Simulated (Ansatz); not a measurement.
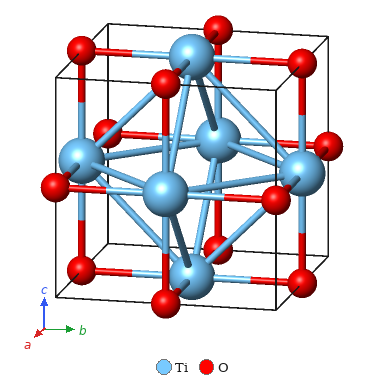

System: TiO, space group Pm-3m (No. 221). The picture shows the conventional cell.

Structure:
```cif
data_structure
_symmetry_space_group_name_H-M 'P 1'
_symmetry_Int_Tables_number 1
_cell_length_a 4.0586
_cell_length_b 4.0586
_cell_length_c 4.0586
_cell_angle_alpha 90.000
_cell_angle_beta 90.000
_cell_angle_gamma 90.000
_cell_volume 66.85
loop_
_atom_site_label
_atom_site_type_symbol
_atom_site_fract_x
_atom_site_fract_y
_atom_site_fract_z
_atom_site_occupancy
Ti1 Ti 0.50000 0.50000 0.00000 1
Ti2 Ti 0.00000 0.50000 0.50000 1
Ti3 Ti 0.50000 0.00000 0.50000 1
O1 O 0.00000 0.50000 0.00000 1
O2 O 0.50000 0.00000 0.00000 1
O3 O 0.00000 0.00000 0.50000 1
```

Computed with Ansatz 0.2.0: third-order Birch-Murnaghan fit to density functional energies at scaled volumes of the given relaxed cell, shape and atoms relaxed at each volume; energies count from the fitted minimum; plane waves with PAW datasets, Γ-centred k mesh. Level: r2SCAN, collinear spin. The state reached is without moments.

- wave cutoff: 500 eV
- k mesh: 10×10×10
- occupations: Gaussian
- smearing width: 0.1 eV

Predict the energy above the minimum and pressure against volume. The volume takes the values 10.473, 10.808, 11.142, 11.476, 11.811 Å³/atom.

A third-order Birch–Murnaghan fit gives V0 = 11.15 Å³/atom, B0 = 220 GPa and B′ = 4.2. The energy above the minimum is 31.0 meV/atom at volume 10.473 Å³/atom and 24.6 meV/atom at 11.811 Å³/atom; the lowest computed point is at volume 11.142 Å³/atom (0.0 meV/atom). The pressure falls from 15.55 GPa at volume 10.473 Å³/atom to −11.33 GPa at 11.811 Å³/atom, and changes sign near 11.14 Å³/atom. The solid is metallic at every point.

| volume (Å³/atom) | energy above the minimum (meV/atom) | pressure (GPa) |
| --- | --- | --- |
| 10.473 | 31.0 | 15.55 |
| 10.808 | 7.4 | 7.18 |
| 11.142 | 0.0 | 0.03 |
| 11.476 | 6.4 | −6.09 |
| 11.811 | 24.6 | −11.33 |

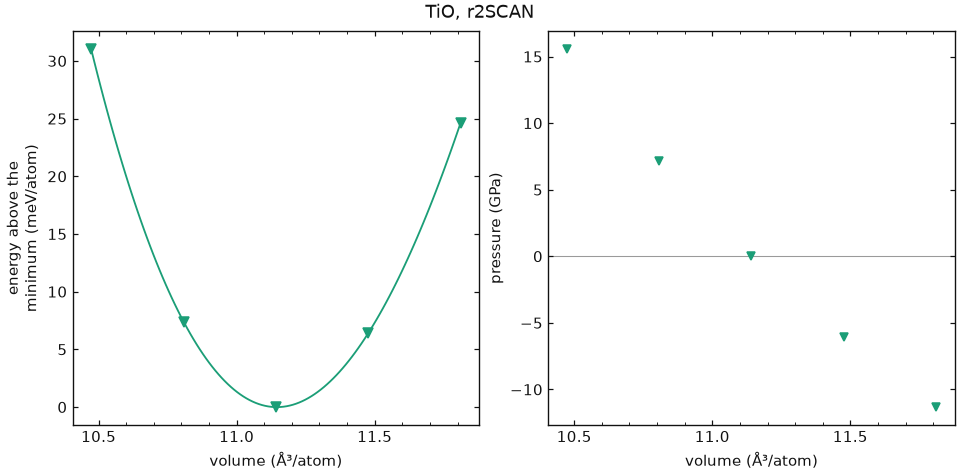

Caveats: state may not be the lowest.
